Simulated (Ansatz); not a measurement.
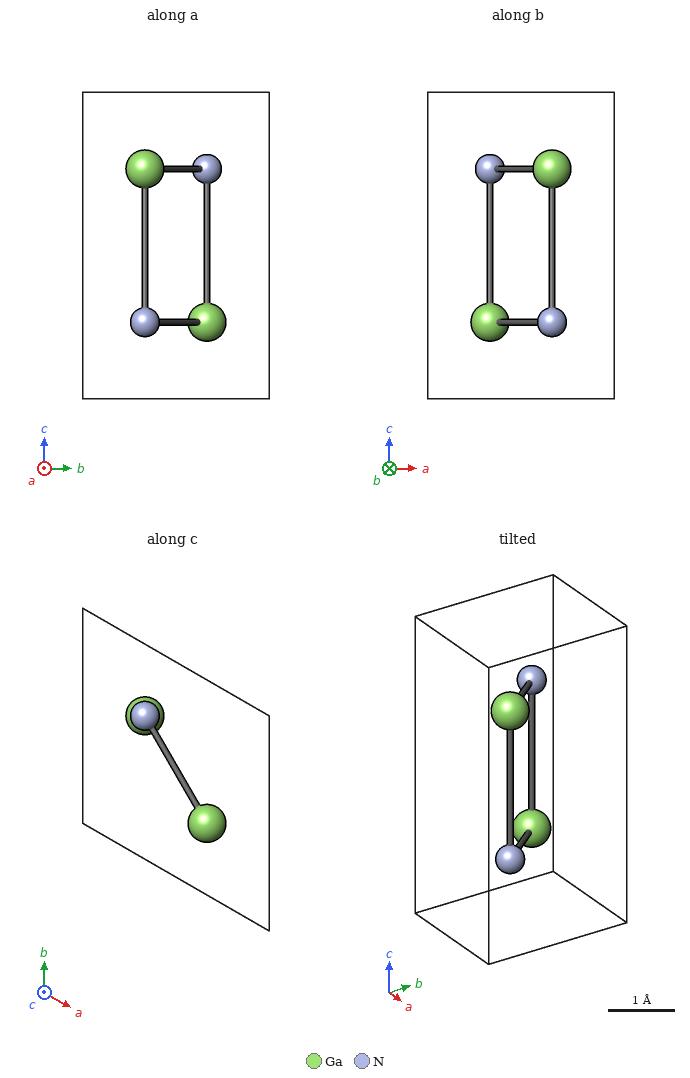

View along the a axis, along the b axis, along the c axis and slightly off an axis, drawn as a ball-and-stick model. Thin lines show the conventional unit cell, with boundary atoms drawn in all their periodic places.

Lattice parameters: a = 3.301 Å, b = 3.301 Å, c = 4.706 Å, α = 90.00°, β = 90.00°, γ = 120.00°. Put a along x and b in the xy plane.

### Convert the drawing into a POSCAR file.

```
Ga N
1.0
     3.301    0.000    0.000
    -1.650    2.858    0.000
     0.000    0.000    4.706
Ga N
2 2
Direct
  0.3333 0.6667 0.2500
  0.6667 0.3333 0.7500
  0.6667 0.3333 0.2500
  0.3333 0.6667 0.7500
```

Starting structure: a structure type filled with these elements by a generator (whether the compound takes this form wasn't checked). Earlier steps of the study may have refined or changed the cell and positions. It went into a calculation with Ansatz.
